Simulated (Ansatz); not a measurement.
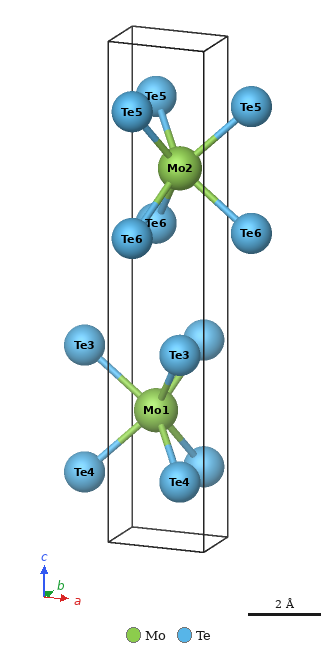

Reference structure: a crystal of Te2Mo (built on the 2H (MoS2) bulk type). The picture is a ball-and-stick view of the cell of the calculation, seen slightly off an axis.

Theory: DFT, r2SCAN with spin-orbit coupling, plane waves, PAW in Ansatz 0.2.0. Set-up: plane-wave cutoff 500 eV; k-point mesh 12 × 12 × 2; occupations fermi dirac; smearing width 0.02 eV; spin-orbit.

Now this is done to it. All lengths are scaled by −1.0 % (volume −3.0 %) and the Te atoms are displaced by 0.03 Å relative to the cell: Te6 0.03 Å along −c. No relaxation follows.

What does the calculation give for the changed structure?

Answer. Among the bonded contacts that change: Mo–Te 2.721 → 2.712 Å. The space group stays P6_3/mmc (No. 194). It costs 9.8 meV per atom. Pressure: 1.2 GPa before, 2.8 GPa after. The principal stresses (compression positive) are 2.0 GPa along c and 3.1 GPa across it. The largest forces, 0.023 eV/Å, act on Te3, Te4, Te5 and Te6. The band gap: 0.87 eV before, 0.84 eV after.

Limits of the set-up: layers or molecules are held without a dispersion correction, so their spacing is unreliable.
